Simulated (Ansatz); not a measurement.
## Geometry relaxation, with input and output: SnO (part 1 of 2)

The run: geometry relaxation of SnO (Cmce, 8 atoms in the cell). Method and program: DFT PBE+D3(BJ), scalar-relativistic, plane waves, PAW, PAW set soft_1, no spin polarisation (Ansatz 0.2.0).

The structure derives from a Materials Project entry.

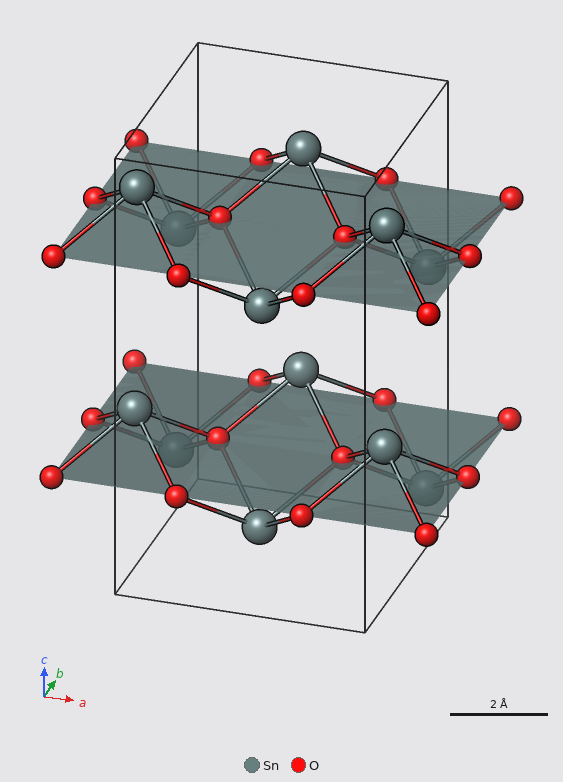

The structure as given in the input (polyhedral view of the cell 2 times as large as that of the calculation, set on its symmetry axes, seen at an oblique angle; polyhedra are completed across the faces of the cell). An atom can appear more than once, as a periodic image.

## The input
```yaml
crystal:
  lattice:
    - [2.736912, -2.737796, 0.0]
    - [2.736912, 2.737796, 0.0]
    - [0.0, 0.0, 10.22196]
  atoms:
    - { symbol: Sn, position: [0.736547, 0.263453, 0.863858] }
    - { symbol: Sn, position: [0.263453, 0.736547, 0.136142] }
    - { symbol: Sn, position: [0.763453, 0.236547, 0.363858] }
    - { symbol: Sn, position: [0.236547, 0.763453, 0.636142] }
    - { symbol: O, position: [0.261944, 0.238056, 0.25] }
    - { symbol: O, position: [0.738056, 0.761944, 0.75] }
    - { symbol: O, position: [0.238056, 0.261944, 0.75] }
    - { symbol: O, position: [0.761944, 0.738056, 0.25] }
basis:
  ecutwfc: 420
kpoints:
  mp_grid: { grid: [10, 10, 4] }
hamiltonian:
  xc: pbe
  pseudopotentials: { kind: paw, azcp: { folder: soft_1 } }
  dispersion: d3bj
scf:
  occupations: { method: gaussian, width: 0.02 }
output:
  forces: true
  stress: true
  eigenvalues: true
relax:
  adjacent_minimum: "off"
  f_tol: 0.005
  max_steps: 80
  cell: { stress_tol: 0.05 }
```

Launch command:
```bash
ansatz run input.yaml --threads 1 --pin off --max-ram 3072MiB --backend cpu --events-out ev --progress --plain --runs-dir out
```

## Log
```
Engine: ansatz 0.2.0, aarch64-unknown-linux-gnu
Pseudopotentials: kind: paw
Pseudopotential: Sn, paw, valence charge 14, recommended cutoff 420 eV (normal), [file]
Pseudopotential: O, paw, valence charge 6, recommended cutoff 420 eV (normal), [file]
Functional definition: PBE
  parameter kappa = 0.804
  parameter beta = 0.06672455060314922
  exchange = pbe_x(kappa = kappa, mu = beta*pi^2/3)
  correlation = pbe_c(beta = beta)
Crystal: 8 atoms, lattice volume = 153.188 Å³
Basis set: ecut = 420 eV, 3027 PW (Γ), exchange–correlation on 54×54×144 points (8 copies of the dense FFT grid, shifted against one another)
Bands: 48, of which v1, the nominal top of the filled ones, is band 40 counted from 1 (39 counted from 0)
Symmetry: 8 space group operations
Space group: Cmce (ITA 64), of the structure as read, at distance tolerance 5.4e-5 Å
k-points: 93 of 400
Non-local potential: Sn, projectors of the file, l = 0: 2, l = 1: 2, l = 2: 2, l = 3: 1
Non-local potential: O, projectors of the file, l = 0: 2, l = 1: 2, l = 2: 1
PAW form: soft (Blöchl's): semilocal exchange-correlation on the pseudo side does not see the compensation charge
PAW one-centre angular grid: Sn, 590 points (default); XC on 64 Gauss nodes
PAW one-centre angular grid: O, 110 points (default); XC on 64 Gauss nodes
Initial density: superposition of atomic densities (chi_scale 0.1, normalization cell, long waves kept (reshape's long-wave potential 0.21 eV rms))
Initial wavefunctions: pseudopotential atomic-orbital guess
Functional: x = pbe(κ = 0.804, μ = 0.2195149727645171), c = pbe(β = 0.06672455060314922)
SCF iter   1: F=—  HF=-26369.914831 eV  |F-HF|=—  |Δ(HF+E_count)|=         —  Δρ=4.66e-2  dr2=4.37e0  ethr=3.10e-3  ⟨swp⟩=6.2  Hψ=18063  notcnv=0
preconditioner: auto → Resta (q_TF=auto, 2.448 Å⁻¹)  ε∞=3.2  [insulator: Δε(μ)=0.224 eV  Ē_g=18.169 eV  σ=0.020 eV  W_gap=1.00  n_scr=38 (ndim 8)  ℏωp=26.8 eV  f_vac=0.000  D(μ)=0.00/eV (n_scr^D=0)  ε∞_Penn≈3.2]
SCF iter   2: F=—  HF=-26368.960414 eV  |F-HF|=—  |Δ(HF+E_count)|=   9.54e-1  Δρ=2.01e-2  dr2=8.19e-1  ethr=3.10e-3  ⟨swp⟩=3.2  Hψ=11378  notcnv=0  defer=290
SCF iter   3: F=—  HF=-26368.845632 eV  |F-HF|=—  |Δ(HF+E_count)|=   1.15e-1  Δρ=6.29e-3  dr2=5.49e-2  ethr=1.02e-3  ⟨swp⟩=2.8  Hψ=8549  notcnv=0  defer=290
SCF iter   4: F=—  HF=-26368.857147 eV  |F-HF|=—  |Δ(HF+E_count)|=   1.15e-2  Δρ=1.80e-3  dr2=5.93e-3  ethr=6.86e-5  ⟨swp⟩=3.0  Hψ=9224  notcnv=0  defer=288
SCF iter   5: F=—  HF=-26368.858551 eV  |F-HF|=—  |Δ(HF+E_count)|=   1.40e-3  Δρ=4.82e-4  dr2=3.95e-4  ethr=7.42e-6  ⟨swp⟩=2.0  Hψ=6331  notcnv=0  defer=288
SCF iter   6: F=—  HF=-26368.859241 eV  |F-HF|=—  |Δ(HF+E_count)|=   6.90e-4  Δρ=9.79e-5  dr2=1.93e-5  ethr=4.93e-7  ⟨swp⟩=2.0  Hψ=6064  notcnv=0  defer=288
SCF iter   7: F=—  HF=-26368.859200 eV  |F-HF|=—  |Δ(HF+E_count)|=   4.10e-5  Δρ=3.79e-5  dr2=2.24e-6  ethr=2.41e-8  ⟨swp⟩=2.0  Hψ=7580  notcnv=0  defer=288
SCF iter   8: F=—  HF=-26368.859202 eV  |F-HF|=—  |Δ(HF+E_count)|=   1.75e-6  Δρ=9.28e-6  dr2=1.09e-7  ethr=2.80e-9  ⟨swp⟩=2.0  Hψ=7892  notcnv=0  defer=288
SCF iter   9: F=-26368.859202 eV  HF=-26368.859202 eV  |F-HF|=4.99e-9  |Δ(HF+E_count)|=   1.22e-7  Δρ=3.64e-6  dr2=2.24e-8  ethr=1.25e-10  ⟨swp⟩=12.0  Hψ=21788  notcnv=0
SCF 1 converged in 9 iterations: F = -26368.859202 eV  dr2 = 2.24e-8
  greatest PAW one-centre occupation: 0.993 electrons in one spin orbital (limit 2), on the Sn atom at site 3 (counted from 0), in its partial waves of l = 2
relax step   1: F+E_penalty+E_count = -26368.85920181 eV  Δ(F+E_penalty+E_count) = +0.000e0 eV  max|allowed force component| = 7.876e-2 eV/Å  Δτ_max = 0.0000 Å  P = -2.229 GPa  Ω = 153.188 Å³  (9 SCF iters, dr2 threshold 1.00e-7 eV, accepted)
Crystal: 8 atoms, lattice volume = 141.116 Å³
Basis set: ecut = 420 eV, 2769 PW (Γ), exchange–correlation on 54×54×144 points (8 copies of the dense FFT grid, shifted against one another)
Initial density: handed on by an earlier stage of this run
Initial wavefunctions: those handed on with the density
iter 1 solved again at ethr=1.63e-4 eV; its pass at ethr=3.10e-3 eV (dr2=1.31e-1 eV) is discarded
SCF iter   1: F=—  HF=-26368.974546 eV  |F-HF|=—  |Δ(HF+E_count)|=         —  Δρ=1.02e-2  dr2=1.36e-1  ethr=1.63e-4  ⟨swp⟩=2.1  Hψ=23852  notcnv=0
preconditioner: auto → LDOS  [insulator: Δε(μ)=0.034 eV  Ē_g=17.941 eV  σ=0.020 eV  W_gap=0.70  n_scr=38 (ndim 8)  ℏωp=28.0 eV  f_vac=0.015  D(μ)=0.49/eV (n_scr^D=2)  ε∞_Penn≈3.4  β→1.0]
SCF iter   2: F=—  HF=-26368.997292 eV  |F-HF|=—  |Δ(HF+E_count)|=   2.27e-2  Δρ=7.75e-3  dr2=1.42e-1  ethr=1.63e-4  ⟨swp⟩=4.1  Hψ=10242  notcnv=0
SCF iter   3: F=—  HF=-26368.950349 eV  |F-HF|=—  |Δ(HF+E_count)|=   4.69e-2  Δρ=1.40e-3  dr2=2.11e-3  ethr=1.63e-4  ⟨swp⟩=3.0  Hψ=9834  notcnv=0  defer=255
SCF iter   4: F=—  HF=-26368.950587 eV  |F-HF|=—  |Δ(HF+E_count)|=   2.38e-4  Δρ=9.24e-4  dr2=9.90e-4  ethr=2.64e-6  ⟨swp⟩=2.0  Hψ=6605  notcnv=0  defer=276
SCF iter   5: F=—  HF=-26368.950363 eV  |F-HF|=—  |Δ(HF+E_count)|=   2.25e-4  Δρ=8.24e-5  dr2=5.55e-6  ethr=1.24e-6  ⟨swp⟩=2.0  Hψ=5779  notcnv=0  defer=276
SCF iter   6: F=—  HF=-26368.950352 eV  |F-HF|=—  |Δ(HF+E_count)|=   1.10e-5  Δρ=1.85e-5  dr2=6.03e-7  ethr=1.00e-9  ⟨swp⟩=11.6  Hψ=22429  notcnv=0
SCF iter   7: F=-26368.950351 eV  HF=-26368.950351 eV  |F-HF|=1.97e-8  |Δ(HF+E_count)|=   1.19e-7  Δρ=5.72e-6  dr2=4.05e-8  ethr=7.54e-10  ⟨swp⟩=3.2  Hψ=19440  notcnv=0
SCF 2 converged in 7 iterations: F = -26368.950351 eV  dr2 = 4.05e-8
  greatest PAW one-centre occupation: 0.993 electrons in one spin orbital (limit 2), on the Sn atom at site 1 (counted from 0), in its partial waves of l = 2
relax step   2: F+E_penalty+E_count = -26368.95035147 eV  Δ(F+E_penalty+E_count) = -9.115e-2 eV  max|allowed force component| = 2.636e-1 eV/Å  Δτ_max = 0.1128 Å  P = -0.262 GPa  Ω = 141.116 Å³  energy of the carried Pulay correction = +1.478e-2 eV  (7 SCF iters, dr2 threshold 8.00e-7 eV, accepted)
Crystal: 8 atoms, lattice volume = 140.322 Å³
Basis set: ecut = 420 eV, 2729 PW (Γ), exchange–correlation on 54×54×144 points (8 copies of the dense FFT grid, shifted against one another)
iter 1 solved again at ethr=4.44e-6 eV; its pass at ethr=3.10e-3 eV (dr2=3.55e-3 eV) is discarded
SCF iter   1: F=—  HF=-26368.966723 eV  |F-HF|=—  |Δ(HF+E_count)|=         —  Δρ=2.21e-3  dr2=3.53e-3  ethr=4.44e-6  ⟨swp⟩=2.6  Hψ=25205  notcnv=0
preconditioner: auto → LDOS  [metal: Δε(μ)=0.015 eV  Ē_g=18.071 eV  σ=0.020 eV  W_gap=0.38  n_scr=38 (ndim 8)  ℏωp=28.0 eV  f_vac=0.014  D(μ)=0.74/eV (n_scr^D=2)  β→1.0]
SCF iter   2: F=—  HF=-26368.966595 eV  |F-HF|=—  |Δ(HF+E_count)|=   1.28e-4  Δρ=8.55e-4  dr2=8.62e-4  ethr=4.41e-6  ⟨swp⟩=2.0  Hψ=8931  notcnv=0
SCF iter   3: F=—  HF=-26368.966320 eV  |F-HF|=—  |Δ(HF+E_count)|=   2.75e-4  Δρ=2.93e-4  dr2=1.49e-4  ethr=1.08e-6  ⟨swp⟩=2.0  Hψ=8739  notcnv=0
SCF iter   4: F=—  HF=-26368.966275 eV  |F-HF|=—  |Δ(HF+E_count)|=   4.49e-5  Δρ=5.46e-5  dr2=3.82e-6  ethr=1.86e-7  ⟨swp⟩=3.0  Hψ=8186  notcnv=0
SCF iter   5: F=—  HF=-26368.966275 eV  |F-HF|=—  |Δ(HF+E_count)|=   3.61e-7  Δρ=2.67e-5  dr2=8.04e-7  ethr=1.00e-9  ⟨swp⟩=7.6  Hψ=20789  notcnv=0
SCF iter   6: F=-26368.966275 eV  HF=-26368.966275 eV  |F-HF|=1.59e-9  |Δ(HF+E_count)|=   4.12e-8  Δρ=4.73e-6  dr2=2.41e-8  ethr=1.00e-9  ⟨swp⟩=5.5  Hψ=15854  notcnv=0
SCF 3 converged in 6 iterations: F = -26368.966275 eV  dr2 = 2.41e-8
  greatest PAW one-centre occupation: 0.994 electrons in one spin orbital (limit 2), on the Sn atom at site 1 (counted from 0), in its partial waves of l = 2
relax step   3: F+E_penalty+E_count = -26368.96627487 eV  Δ(F+E_penalty+E_count) = -1.592e-2 eV  max|allowed force component| = 1.247e-1 eV/Å  Δτ_max = 0.0145 Å  P = +0.770 GPa  Ω = 140.322 Å³  energy of the carried Pulay correction = +1.580e-2 eV  (6 SCF iters, dr2 threshold 8.00e-7 eV, accepted)
Crystal: 8 atoms, lattice volume = 140.914 Å³
Basis set: ecut = 420 eV, 2759 PW (Γ), exchange–correlation on 54×54×144 points (8 copies of the dense FFT grid, shifted against one another)
iter 1 solved again at ethr=1.41e-6 eV; its pass at ethr=3.10e-3 eV (dr2=1.13e-3 eV) is discarded
SCF iter   1: F=—  HF=-26368.969206 eV  |F-HF|=—  |Δ(HF+E_count)|=         —  Δρ=9.43e-4  dr2=1.08e-3  ethr=1.41e-6  ⟨swp⟩=3.6  Hψ=23802  notcnv=0
preconditioner: auto → LDOS  [insulator: Δε(μ)=0.030 eV  Ē_g=18.018 eV  σ=0.020 eV  W_gap=0.69  n_scr=38 (ndim 8)  ℏωp=28.0 eV  f_vac=0.015  D(μ)=0.50/eV (n_scr^D=2)  ε∞_Penn≈3.4  β→1.0]
SCF iter   2: F=—  HF=-26368.969225 eV  |F-HF|=—  |Δ(HF+E_count)|=   1.99e-5  Δρ=8.57e-4  dr2=7.92e-4  ethr=1.35e-6  ⟨swp⟩=2.0  Hψ=8927  notcnv=0
SCF iter   3: F=—  HF=-26368.968980 eV  |F-HF|=—  |Δ(HF+E_count)|=   2.46e-4  Δρ=2.45e-4  dr2=7.46e-5  ethr=9.89e-7  ⟨swp⟩=2.0  Hψ=8184  notcnv=0
SCF iter   4: F=—  HF=-26368.968967 eV  |F-HF|=—  |Δ(HF+E_count)|=   1.26e-5  Δρ=6.05e-5  dr2=6.44e-6  ethr=9.33e-8  ⟨swp⟩=2.0  Hψ=6212  notcnv=0
SCF iter   5: F=-26368.968965 eV  HF=-26368.968965 eV  |F-HF|=1.77e-8  |Δ(HF+E_count)|=   1.56e-6  Δρ=1.08e-5  dr2=1.11e-7  ethr=1.00e-9  ⟨swp⟩=4.2  Hψ=19343  notcnv=0
SCF 4 converged in 5 iterations: F = -26368.968965 eV  dr2 = 1.11e-7
relax step   4: F+E_penalty+E_count = -26368.96896536 eV  Δ(F+E_penalty+E_count) = -2.690e-3 eV  max|allowed force component| = 1.386e-2 eV/Å  Δτ_max = 0.0073 Å  P = -0.001 GPa  Ω = 140.914 Å³  energy of the carried Pulay correction = +1.504e-2 eV  (5 SCF iters, dr2 threshold 8.00e-7 eV, accepted)
Crystal: 8 atoms, lattice volume = 140.853 Å³
iter 1 solved again at ethr=1.97e-7 eV; its pass at ethr=3.10e-3 eV (dr2=1.58e-4 eV) is discarded
SCF iter   1: F=—  HF=-26368.969190 eV  |F-HF|=—  |Δ(HF+E_count)|=         —  Δρ=4.65e-4  dr2=1.74e-4  ethr=1.97e-7  ⟨swp⟩=3.4  Hψ=21388  notcnv=0
preconditioner: auto → LDOS  [insulator: Δε(μ)=0.025 eV  Ē_g=18.021 eV  σ=0.020 eV  W_gap=0.61  n_scr=38 (ndim 8)  ℏωp=28.0 eV  f_vac=0.014  D(μ)=0.58/eV (n_scr^D=2)  ε∞_Penn≈3.4  β→1.0]
SCF iter   2: F=—  HF=-26368.969205 eV  |F-HF|=—  |Δ(HF+E_count)|=   1.47e-5  Δρ=1.86e-4  dr2=6.84e-5  ethr=1.97e-7  ⟨swp⟩=2.0  Hψ=8191  notcnv=0
SCF iter   3: F=—  HF=-26368.969179 eV  |F-HF|=—  |Δ(HF+E_count)|=   2.54e-5  Δρ=6.29e-5  dr2=6.27e-6  ethr=8.55e-8  ⟨swp⟩=2.0  Hψ=8188  notcnv=0
SCF iter   4: F=—  HF=-26368.969174 eV  |F-HF|=—  |Δ(HF+E_count)|=   4.97e-6  Δρ=1.65e-5  dr2=3.73e-7  ethr=7.83e-9  ⟨swp⟩=2.0  Hψ=8148  notcnv=0
SCF iter   5: F=-26368.969174 eV  HF=-26368.969174 eV  |F-HF|=2.05e-9  |Δ(HF+E_count)|=   9.36e-8  Δρ=3.22e-6  dr2=5.34e-9  ethr=1.50e-11  ⟨swp⟩=5.2  Hψ=23249  notcnv=0
SCF 5 converged in 5 iterations: F = -26368.969174 eV  dr2 = 5.34e-9
  greatest PAW one-centre occupation: 0.994 electrons in one spin orbital (limit 2), on the Sn atom at site 3 (counted from 0), in its partial waves of l = 2
relax step   5: F+E_penalty+E_count = -26368.96917421 eV  Δ(F+E_penalty+E_count) = -2.088e-4 eV  max|allowed force component| = 9.297e-4 eV/Å  Δτ_max = 0.0057 Å  P = -0.004 GPa  Ω = 140.853 Å³  energy of the carried Pulay correction = +1.512e-2 eV  (5 SCF iters, dr2 threshold 1.20e-8 eV, accepted)
Basis set: ecut = 420 eV, 2759 PW (Γ), exchange–correlation on 54×54×128 points (8 copies of the dense FFT grid, shifted against one another)
Initial wavefunctions: pseudopotential atomic-orbital guess (no wavefunctions were taken with the density)
iter 1 solved again at ethr=1.97e-7 eV; its pass at ethr=3.10e-3 eV (dr2=1.57e-4 eV) is discarded
SCF iter   1: F=—  HF=-26368.960826 eV  |F-HF|=—  |Δ(HF+E_count)|=         —  Δρ=3.04e-4  dr2=2.50e-5  ethr=1.97e-7  ⟨swp⟩=3.2  Hψ=31493  notcnv=0
preconditioner: auto → LDOS  [insulator: Δε(μ)=0.025 eV  Ē_g=18.022 eV  σ=0.020 eV  W_gap=0.61  n_scr=38 (ndim 8)  ℏωp=28.0 eV  f_vac=0.014  D(μ)=0.58/eV (n_scr^D=2)  ε∞_Penn≈3.4  β→1.0]
SCF iter   2: F=—  HF=-26368.960842 eV  |F-HF|=—  |Δ(HF+E_count)|=   1.57e-5  Δρ=1.56e-4  dr2=3.28e-5  ethr=3.12e-8  ⟨swp⟩=2.1  Hψ=8206  notcnv=0
SCF iter   3: F=—  HF=-26368.960833 eV  |F-HF|=—  |Δ(HF+E_count)|=   8.26e-6  Δρ=7.30e-5  dr2=7.03e-6  ethr=3.12e-8  ⟨swp⟩=2.2  Hψ=8326  notcnv=0
SCF iter   4: F=—  HF=-26368.960833 eV  |F-HF|=—  |Δ(HF+E_count)|=   5.09e-7  Δρ=1.51e-5  dr2=3.74e-7  ethr=8.79e-9  ⟨swp⟩=2.0  Hψ=5587  notcnv=0
SCF iter   5: F=—  HF=-26368.960833 eV  |F-HF|=—  |Δ(HF+E_count)|=   5.27e-8  Δρ=2.45e-6  dr2=5.20e-9  ethr=4.68e-10  ⟨swp⟩=3.0  Hψ=8511  notcnv=0
SCF iter   6: F=—  HF=-26368.960833 eV  |F-HF|=—  |Δ(HF+E_count)|=   2.25e-9  Δρ=3.51e-7  dr2=1.16e-10  ethr=6.50e-12  ⟨swp⟩=2.2  Hψ=6698  notcnv=0
SCF iter   7: F=-26368.960833 eV  HF=-26368.960833 eV  |F-HF|=1.46e-11  |Δ(HF+E_count)|=  1.46e-11  Δρ=8.95e-8  dr2=7.66e-12  ethr=1.00e-12  ⟨swp⟩=5.0  Hψ=16868  notcnv=0
SCF 6 converged in 7 iterations: F = -26368.960833 eV  dr2 = 7.66e-12
relax step   6: F+E_penalty+E_count = -26368.96083284 eV  Δ(F+E_penalty+E_count) = +8.341e-3 eV  max|allowed force component| = 1.512e-3 eV/Å  Δτ_max = 0.0000 Å  P = -0.126 GPa  Ω = 140.853 Å³  stress off target by 1.67e-1 GPa  SCF on the basis re-selected at this cell (its energy is not comparable with the rows above)  (7 SCF iters)
basis re-selected at this cell: Δ(F+E_penalty+E_count) = +8.341e-3 eV, ΔP = -0.122 GPa vs the last step (what re-selecting the basis moved, of the pressure what is left beyond the Pulay correction that the steps carried, after the strain that the cell walked since its last selection, with what the two solves' SCF thresholds leave and, on support functions, any second-order correction that the steps lacked; it is no measure of the basis error at this ecutwfc). The dense FFT grid was sized anew with the basis: this SCF ran on 27×27×64 points, the steps before it on 27×27×72, so part of this shift can come from that change (see relax.cell in the input reference). This SCF's stress stands 1.67e-1 GPa from its target on what of the cell is left free (relax.cell.stress_tol is 5.00e-2 GPa) and its largest allowed force component is 1.51e-3 eV/Å (relax.f_tol is 5.00e-3 eV/Å): not within both, so this SCF does not close the relaxation
Crystal: 8 atoms, lattice volume = 140.496 Å³
Basis set: ecut = 420 eV, 2735 PW (Γ), exchange–correlation on 54×54×128 points (8 copies of the dense FFT grid, shifted against one another)
iter 1 solved again at ethr=8.67e-8 eV; its pass at ethr=3.10e-3 eV (dr2=6.93e-5 eV) is discarded
SCF iter   1: F=—  HF=-26368.961612 eV  |F-HF|=—  |Δ(HF+E_count)|=         —  Δρ=1.86e-4  dr2=7.93e-5  ethr=8.67e-8  ⟨swp⟩=3.0  Hψ=21923  notcnv=0
preconditioner: auto → LDOS  [insulator: Δε(μ)=0.248 eV  Ē_g=18.026 eV  σ=0.020 eV  W_gap=0.50  n_scr=38 (ndim 8)  ℏωp=28.0 eV  f_vac=0.014  D(μ)=0.83/eV (n_scr^D=2)  ε∞_Penn≈3.4  β→1.0]
SCF iter   2: F=—  HF=-26368.961582 eV  |F-HF|=—  |Δ(HF+E_count)|=   3.01e-5  Δρ=1.75e-4  dr2=7.45e-5  ethr=8.67e-8  ⟨swp⟩=2.4  Hψ=8259  notcnv=0
SCF iter   3: F=—  HF=-26368.961560 eV  |F-HF|=—  |Δ(HF+E_count)|=   2.20e-5  Δρ=3.02e-5  dr2=1.19e-6  ethr=8.67e-8  ⟨swp⟩=2.0  Hψ=8186  notcnv=0
SCF iter   4: F=—  HF=-26368.961560 eV  |F-HF|=—  |Δ(HF+E_count)|=   1.76e-7  Δρ=1.62e-5  dr2=2.76e-7  ethr=1.48e-9  ⟨swp⟩=2.0  Hψ=6196  notcnv=0
SCF iter   5: F=-26368.961560 eV  HF=-26368.961560 eV  |F-HF|=2.04e-9  |Δ(HF+E_count)|=   7.11e-8  Δρ=1.63e-6  dr2=2.62e-9  ethr=8.76e-11  ⟨swp⟩=6.2  Hψ=18071  notcnv=0
SCF 7 converged in 5 iterations: F = -26368.961560 eV  dr2 = 2.62e-9
relax step   7: F+E_penalty+E_count = -26368.96156005 eV  Δ(F+E_penalty+E_count) = -7.272e-4 eV  max|allowed force component| = 7.920e-3 eV/Å  Δτ_max = 0.0023 Å  P = -0.051 GPa  Ω = 140.496 Å³  energy of the carried Pulay correction = +4.508e-4 eV  (5 SCF iters, dr2 threshold 7.01e-8 eV, accepted)
Crystal: 8 atoms, lattice volume = 140.135 Å³
iter 1 solved again at ethr=1.27e-7 eV; its pass at ethr=3.10e-3 eV (dr2=1.02e-4 eV) is discarded
SCF iter   1: F=—  HF=-26368.962199 eV  |F-HF|=—  |Δ(HF+E_count)|=         —  Δρ=2.43e-4  dr2=1.12e-4  ethr=1.27e-7  ⟨swp⟩=3.3  Hψ=21785  notcnv=0
preconditioner: auto → LDOS  [insulator: Δε(μ)=0.241 eV  Ē_g=18.030 eV  σ=0.020 eV  W_gap=0.67  n_scr=38 (ndim 8)  ℏωp=28.1 eV  f_vac=0.013  D(μ)=0.93/eV (n_scr^D=2)  ε∞_Penn≈3.4  β→1.0]
SCF iter   2: F=—  HF=-26368.962207 eV  |F-HF|=—  |Δ(HF+E_count)|=   7.72e-6  Δρ=2.09e-4  dr2=1.01e-4  ethr=1.27e-7  ⟨swp⟩=2.4  Hψ=8241  notcnv=0
SCF iter   3: F=—  HF=-26368.962177 eV  |F-HF|=—  |Δ(HF+E_count)|=   2.98e-5  Δρ=2.60e-5  dr2=7.89e-7  ethr=1.26e-7  ⟨swp⟩=2.0  Hψ=8186  notcnv=0
SCF iter   4: F=—  HF=-26368.962127 eV  |F-HF|=—  |Δ(HF+E_count)|=   5.04e-5  Δρ=9.37e-6  dr2=8.42e-8  ethr=9.86e-10  ⟨swp⟩=2.3  Hψ=7086  notcnv=0
SCF iter   5: F=-26368.962126 eV  HF=-26368.962126 eV  |F-HF|=1.89e-10  |Δ(HF+E_count)|=   2.19e-8  Δρ=1.58e-6  dr2=3.29e-9  ethr=8.76e-12  ⟨swp⟩=4.1  Hψ=19723  notcnv=0
SCF 8 converged in 5 iterations: F = -26368.962126 eV  dr2 = 3.29e-9
```
